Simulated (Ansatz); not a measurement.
IrO₂ (space group P4_2/mnm, No. 136). Coordinates: the end point of a relaxation with Ansatz 0.2.0, DFT PBE+D3(BJ), scalar-relativistic, plane waves, PAW.

```
Ir O
1.0
     4.50291    0.00000    0.00000
     0.00000    4.50291    0.00000
     0.00000    0.00000    3.17219
Ir O
2 4
Direct
  0.50000 0.50000 0.50000
  0.00000 0.00000 0.00000
  0.69147 0.69147 0.00000
  0.80853 0.19147 0.50000
  0.30853 0.30853 0.00000
  0.19147 0.80853 0.50000
```

Describe how the polyhedra about Ir are linked (bonds: Ir–O below 2.3 Å).

Ir: IrO6 octahedron, sharing edges with two neighbours and corners with eight neighbours.

They form a three-dimensional framework of corner- and edge-sharing octahedra.

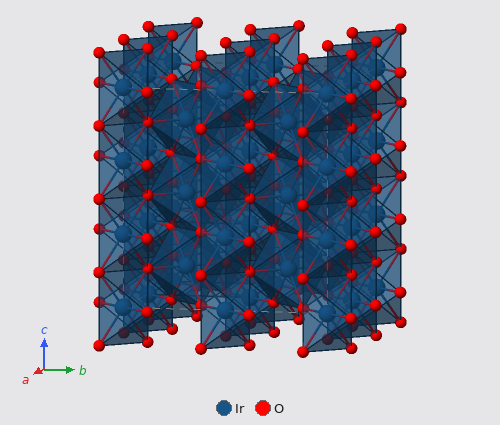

Polyhedra are drawn about Ir (bonds: Ir–O below 2.3 Å); other atoms are plain spheres.
